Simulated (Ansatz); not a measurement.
Read the following structure.

```
CELL_PARAMETERS angstrom
4.91807 0.00000 0.00000
0.00000 4.91807 0.00000
0.00000 0.00000 4.91807
ATOMIC_POSITIONS crystal
Gd 0.00000 0.00000 0.00000
Gd 0.00000 0.50000 0.50000
Gd 0.50000 0.00000 0.50000
Gd 0.50000 0.50000 0.00000
```

Q: Give a crystallographic description of this input.

A: The element is gadolinium. The lattice is face-centred cubic and the space group Fm-3m (No. 225). It belongs to the family called face-centred cubic (Cu type). The cell holds four atoms. Each Gd is bonded to twelve Gd in a cuboctahedral arrangement at 3.48 Å. The bonds build a three-dimensional framework.

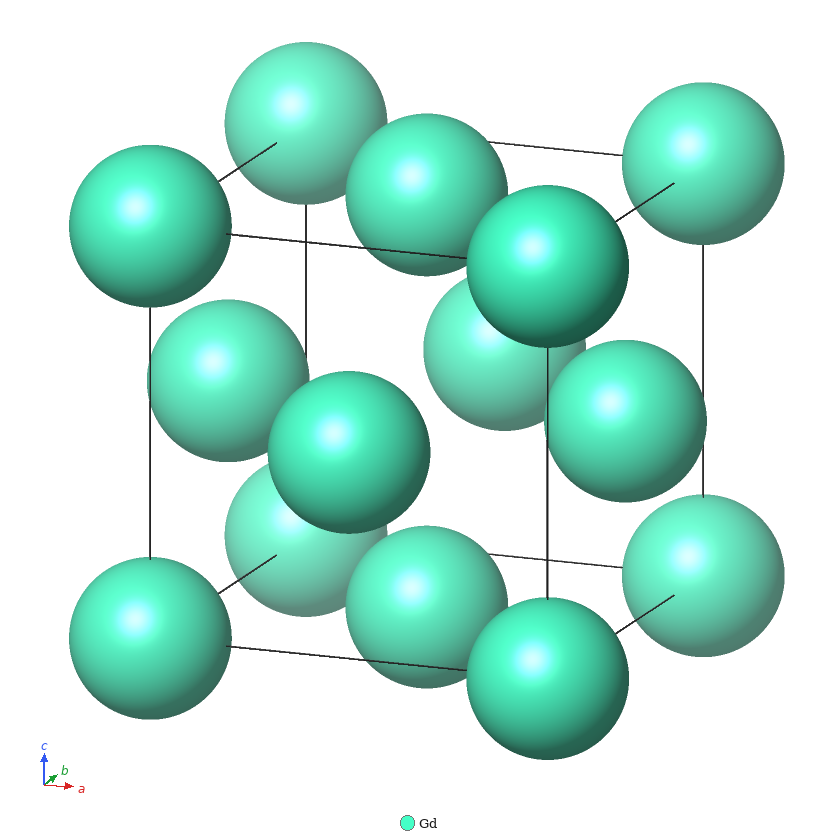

The figure gives a spheres-only picture of the atoms, viewed slightly off an axis. One conventional unit cell is framed, with atoms on its boundary repeated. Colours: gadolinium teal.

Origin of the cell: a structure listed in the Materials Project. The cell was then strained or its atoms displaced on purpose. A calculation with Ansatz used it as input.
